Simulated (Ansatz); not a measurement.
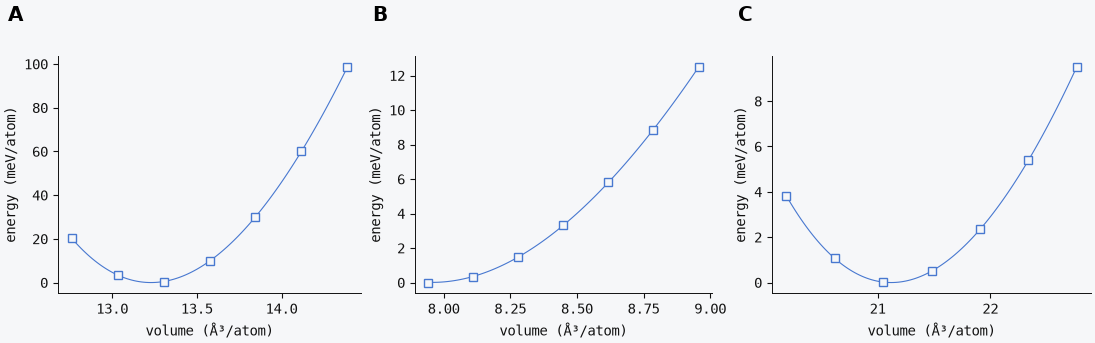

Each panel shows the energy against volume for one of these solids: LiH, Fm-3m (No. 225); NaCl, Pm-3m (No. 221); Ru, P6_3/mmc (No. 194).

Method: plane-wave DFT, no spin polarisation; energies at scaled volumes of the given cell, shape and fractions fixed, counted from the fit's minimum, third-order Birch-Murnaghan fit (Ansatz 0.2.0). Level: PBE0.

Question: Which panel belongs to which solid?

Answer: A is Ru (energy from 0.47 meV/atom to 98.67 meV/atom, V0 13.23 Å³/atom, B0 366 GPa); B is LiH (energy from 0.00 meV/atom to 12.50 meV/atom, V0 7.957 Å³/atom, B0 38.3 GPa); C is NaCl (energy from 0.02 meV/atom to 9.51 meV/atom, V0 21.12 Å³/atom, B0 27.4 GPa).

For LiH, limits of the calculation: coarse k mesh; the fit and the printed pressures don't fully agree, or the minimum lies near the end of the range.

For NaCl, limits of the calculation: coarse k mesh.

For Ru, limits of the calculation: coarse k mesh; shape and atomic fractions are frozen while scaling, which makes layered, chain and framework solids too stiff.
